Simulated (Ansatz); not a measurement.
# Calculations on ZnSe and related structures

**1. Relaxation**

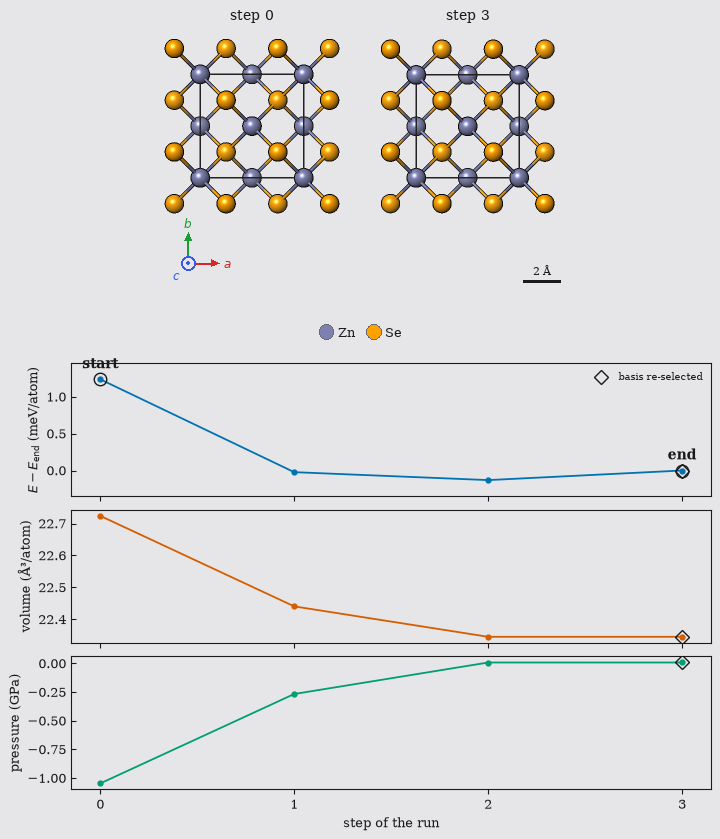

First and last geometry of a relaxation of solid ZnSe (set up in F-43m), with the history of the run. Style: ball-and-stick. Shown: the conventional cell (4 times the calculation's cell), along the c axis. Lengths and directions refer to the drawn axes.

Level of theory: DFT PBEsol, scalar-relativistic, plane waves, PAW in Ansatz 0.2.0. Set-up: plane-wave cutoff 420 eV; k-point mesh 8 × 8 × 8; occupations gaussian; smearing width 0.02 eV; no spin polarisation; cell and atoms relaxed; force threshold 0.005 eV/Å; at most 80 steps.

Q: Did the run converge, and what did it change?

A: It converged. No atom moves by more than 0.005 Å relative to the cell. The volume changes by −1.7 %, with a = b = c 5.665 → 5.633 Å (−0.6 %). Near-neighbour distances that change, for instance: Se–Zn 2.453 → 2.439 Å. The space group stays F-43m (No. 216). After 2 accepted moves (3 points after the start) the energy has fallen by 1.2 meV per atom. All forces vanish by symmetry, so only the cell relaxes. Pressure: −1.05 GPa at the start and 0.01 GPa at the end. At 1 point the geometry stayed and the basis and grid were re-selected for the new cell (energy shift of 0.1 meV per atom at most each time).

**2. Relaxation**

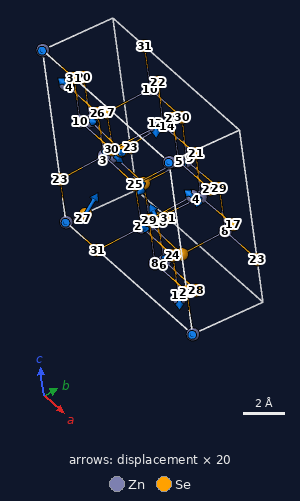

A relaxation of a defect cell of composition Zn15Se16 (cell charge −2). The starting structure is drawn; blue arrows show the displacements, magnified 20 times.

A ball-and-stick model of the cell of the calculation, seen slightly off an axis.

Case: Zn vacancy (site a), charge -2, atoms relaxed at the host's cell.

Theory: Ansatz 0.2.0, DFT PBEsol, scalar-relativistic, plane waves, PAW.

The input:
```yaml
crystal:
  lattice:
    - [-5.6332473651, -5.6332473651, 5.6332473651]
    - [5.6332473651, -5.6332473651, -5.6332473651]
    - [5.6332473651, 5.6332473651, 5.6332473651]
  atoms:
    - { symbol: Zn, position: [0.0086162514, 0.4997056533, 0.5009108238] }
    - { symbol: Zn, position: [0.5012711137, 0.2579103667, 0.2490501938] }
    - { symbol: Zn, position: [0.2499427705, 0.2582400652, 0.5002821113] }
    - { symbol: Zn, position: [-0.0011600957, 0.2483823254, 0.7563379889] }
    - { symbol: Zn, position: [0.7499829806, 0.4996311926, 0.7493073774] }
    - { symbol: Zn, position: [0.501422517, 0.499624197, 0.0074886585] }
    - { symbol: Zn, position: [1.0085769568, 0.7509629511, 0.2495142192] }
    - { symbol: Zn, position: [0.7500905488, -0.0004147628, 0.2493120023] }
    - { symbol: Zn, position: [0.4915246689, -0.0072437481, 0.4909765635] }
    - { symbol: Zn, position: [0.2499119515, -0.0003034952, 0.7491190384] }
    - { symbol: Zn, position: [-0.0013836388, 0.006394965, -0.0022674089] }
    - { symbol: Zn, position: [0.7573652155, 0.2484516629, -0.001730115] }
    - { symbol: Zn, position: [0.7425891087, 0.7412413451, 0.4908220292] }
    - { symbol: Zn, position: [0.4912248279, 0.7411359774, 0.7420361547] }
    - { symbol: Zn, position: [0.2501061332, 0.7509164849, 0.0078900758] }
    - { symbol: Se, position: [0.2498531264, 0.7397472208, 0.2515671795], spin: 0.5 }
    - { symbol: Se, position: [-0.0005391677, 0.7484766025, 0.4982347938] }
    - { symbol: Se, position: [0.4874009104, 0.4991628013, 0.2464137272], spin: 0.5 }
    - { symbol: Se, position: [0.2499786492, 0.498434958, 0.4855020309], spin: 0.5 }
    - { symbol: Se, position: [0.001075803, 0.4996948505, 0.7502216275] }
    - { symbol: Se, position: [0.7489452944, 0.7497815911, 0.7483915093] }
    - { symbol: Se, position: [0.4989846593, 0.748591527, -0.0010326788] }
    - { symbol: Se, position: [0.001092358, 0.0002833565, 0.2491584253] }
    - { symbol: Se, position: [0.7508995919, 0.2507306375, 0.2494477234] }
    - { symbol: Se, position: [0.4989563072, 0.2494734071, 0.4981086804] }
    - { symbol: Se, position: [0.2500458086, 0.2508195546, 0.7497680297] }
    - { symbol: Se, position: [0.012717661, 0.2582810139, 0.0075301267], spin: 0.5 }
    - { symbol: Se, position: [0.7509495801, 0.4996519202, 0.0004218356] }
    - { symbol: Se, position: [0.7491899898, -0.0010367101, 0.4996484232] }
    - { symbol: Se, position: [0.5004298524, -0.0009273589, 0.7486640184] }
    - { symbol: Se, position: [0.249992078, 0.0002175879, 0.0002324174] }
  host:
    lattice:
      - [0.0, 2.8166236825, 2.8166236825]
      - [2.8166236825, 0.0, 2.8166236825]
      - [2.8166236825, 2.8166236825, 0.0]
    atoms:
      - { symbol: Zn, position: [0.0, 0.0, 0.0] }
      - { symbol: Se, position: [0.25, 0.25, 0.25] }
total_charge: -2
basis:
  ecutwfc: 420
  xc_grid: 2
kpoints:
  mp_grid: { grid: [2, 2, 2], shift: [0.5, 0.5, 0.5] }
hamiltonian:
  xc: pbesol
scf:
  occupations: { method: gaussian, width: 0.01 }
output:
  forces: true
  stress: false
  eigenvalues: true
  populations: true
  charged_corrections:
    defect_position: [0.25, 0.5, 0.25]
    epsilon: [[10.3105, 0.0, 0.0], [0.0, 10.3105, 0.0], [0.0, 0.0, 10.3105]]
  write_density: true
  write_potential: true
  elf: true
  volumetric_format: npy
magnetization:
  spin_polarized: true
relax:
  adjacent_minimum: "off"
  f_tol: 0.025
  max_steps: 45
```

Launched with:
```bash
ansatz run input.yaml --threads 4 --pin off --max-ram 8192MiB --backend cpu --events-out ev --progress --plain --runs-dir out
```

Which element moves most?

Answer. Selenium: up to 0.066 Å, against 0.032 Å for zinc.

Describe the change and its energy.

Answer. After 2 geometry steps the energy has fallen by 38.6 meV per cell of the calculation. The largest force component goes from 0.35 to 0.0022 eV/Å. The atom that moves furthest is Se27 (0.066 Å along [1 3 3]). Largest moves by element: Se 0.066 Å, Zn 0.032 Å. The cell doesn't change. Near-neighbour distances that change, for instance: Zn12–Se27 2.431 → 2.395 Å, Zn15–Se16 2.417 → 2.395 Å, Zn13–Se18 2.415 → 2.395 Å, Zn11–Se23 2.466 → 2.479 Å. Bond angles that change, for instance: Zn4–Se27–Zn11 108.0° → 105.1°, Se27–Zn12–Se30 113.1° → 115.8°, Zn7–Se16–Zn9 107.3° → 105.0°. The program noted that the starting moments weren't kept. Cost: 88 s on 4 threads of AMD EPYC 9R45 96-Core Processor (Zen 5), with other jobs on the host, peak memory 4 GiB.

Limits of the set-up: the cell is charged, on a uniform background, and energies carry no finite-size correction.

**3. Defect**

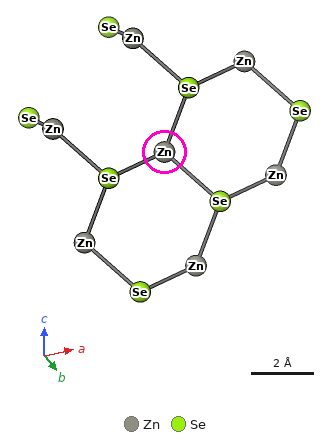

Perfect ZnSe. A ball-and-stick model of the atoms within 5.4 Å of one point, in a slice 3.4 Å thick across the line of sight, seen from a free direction.

Method: DFT PBEsol, scalar-relativistic, plane waves, PAW (Ansatz). Settings: plane-wave cutoff 420 eV; k-point mesh 2 × 2 × 2; occupations gaussian; smearing width 0.01 eV; mesh shifted by (0.5, 0.5, 0.5); collinear spin. The cell is small and the k-mesh coarse, so the numbers are rough. A uniform background neutralises the charged cell. The axes drawn are those of the host's conventional cell.

A zinc atom is taken out (a vacancy) at the ringed place, in charge state −2. The supercell has 32 sites, and the atoms are relaxed at the host's cell.

> How do the neighbours respond?

Around the empty Zn site the host had 4 Se at 2.44 Å; after relaxation the nearest atoms are 4 Se at 2.28 to 2.29 Å. Of the host's atoms, a selenium atom moves furthest from its site, by 0.15 Å. The cell ends without a net magnetic moment.

The relaxed defect, seen from the same direction:

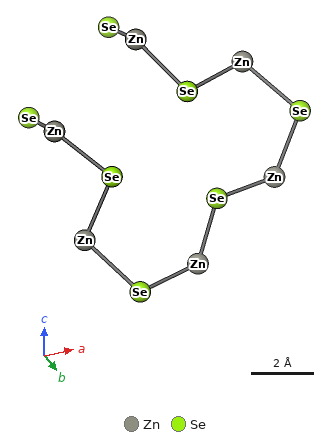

**4. Path**

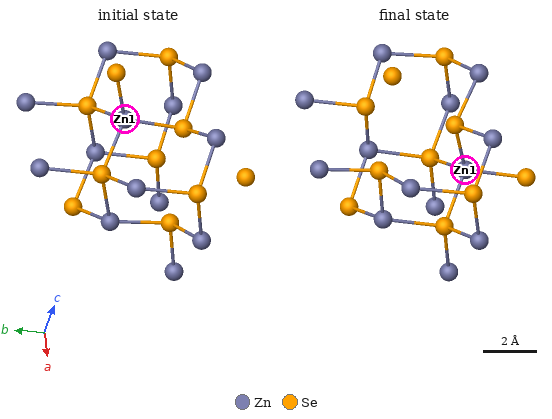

The two relaxed end points of a path for a defect cell of composition Zn$_{15}$Se$_{16}$ (cell charge −2) (31 atoms in the cell). Style: ball-and-stick. Shown: the atoms within 4.9 Å of the middle of the path, from a free direction. The moving atom is ringed, with any periodic copies. Bonds to atoms that aren't drawn are left out.

These are results of Ansatz 0.2.0, DFT LDA, scalar-relativistic, plane waves, PAW, not measurements.

Set-up: plane-wave cutoff 420 eV; k-point mesh 2 × 2 × 2; Gaussian smearing 0.02 eV; 5 movable images; climbing image.

> What barrier does the band find between them, and by what path?

The two ends have the same energy, and the highest point, image 3, lies 1.31 eV above the start. A Zn atom travels furthest, 3.80 Å from end to end, along [1 −1 0], on a path that bends up to 0.73 Å away from the straight line. At the highest image its nearest neighbour (Se) is 2.32 Å away, against 2.37 Å at the start, and the surrounding atoms stand up to 0.37 Å off the mean of their end positions. The band converged in 9 iterations, with a climbing image at the top.

Energies of the converged images:

```
image  path (Å)  E (eV)
    0      0.00   0.000
    1      0.76   0.358
    2      1.52   1.007
    3      2.29   1.306
    4      3.05   1.007
    5      3.81   0.358
    6      4.57   0.000
```

The geometry at the top of the path:

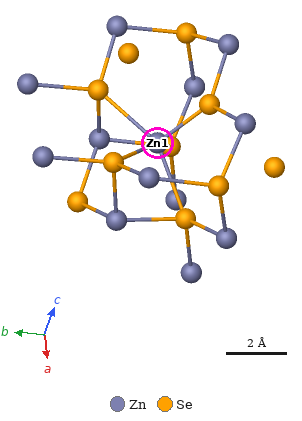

Limits of the set-up: the cell is charged, on a uniform background, and energies carry no finite-size correction.
